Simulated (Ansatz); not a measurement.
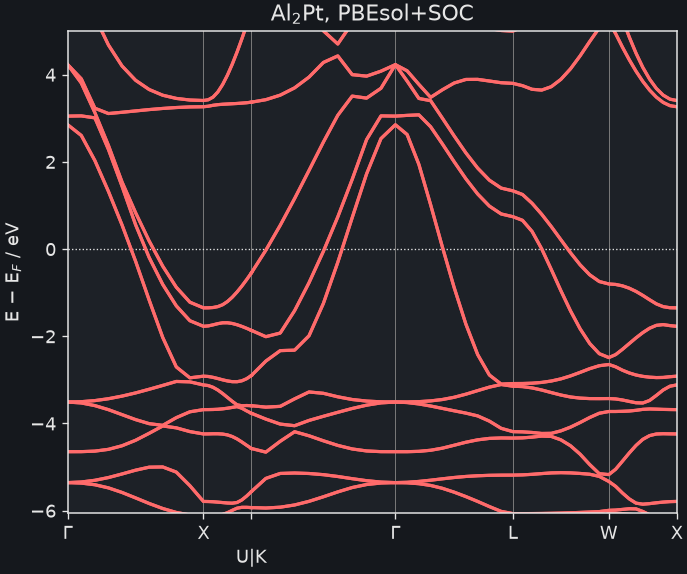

Band structure. Energies are counted from the Fermi level.

### Which Bravais lattice do the labels of the path belong to?

A face-centred cubic lattice: the path Γ–X–U|K–Γ–L–W–X runs through the special points of its Brillouin zone.

The Ansatz input:

```
crystal:
  lattice:
    - [0.0, 2.9550006156, 2.9550006156]
    - [2.9550006156, 0.0, 2.9550006156]
    - [2.9550006156, 2.9550006156, 0.0]
  atoms:
    - { symbol: Al, position: [0.25, 0.25, 0.25] }
    - { symbol: Al, position: [0.75, 0.75, 0.75] }
    - { symbol: Pt, position: [0.0, 0.0, 0.0] }
basis:
  ecutwfc: 420
  ecutrho_ratio: 4
kpoints:
  mp_grid: { grid: [8, 8, 8] }
  band_path:
    path:
      - [[0.0, 0.0, 0.0], [0.5, 0.0, 0.5], [0.625, 0.25, 0.625]]
      - [[0.375, 0.375, 0.75], [0.0, 0.0, 0.0], [0.5, 0.5, 0.5], [0.5, 0.25, 0.75], [0.5, 0.0, 0.5]]
    npoints: 10
hamiltonian:
  xc: pbesol
scf:
  occupations: { method: gaussian, width: 0.05 }
output:
  forces: true
  stress: true
  eigenvalues: true
  populations: true
  eigenstates:
    nscf_kmesh: { grid: [12, 12, 12] }
    de_dk: true
    e_range: [-2.5, 2.5]
  write_density: true
  write_potential: true
  elf: true
  volumetric_format: npy
magnetization:
  noncollinear: true
  spin_orbit: true
```

Command:
```bash
ansatz run input.yaml --threads 4 --pin off --max-ram 9216MiB --backend cpu --events-out ev --progress --plain --runs-dir out
```

### Is there a gap at the Fermi level?

A metal: 6 spinor bands cross the Fermi level along this path (the two partners of a degenerate pair count as two).

### Which levels at X lie nearest to the Fermi level?

At X the nearest levels lie 1.35 eV below and 3.26 eV above the Fermi level.

### On which lines of the path do bands cross the Fermi level?

Bands cross the Fermi level on Γ–X, K–Γ, Γ–L and L–W, and not on X–U and W–X.
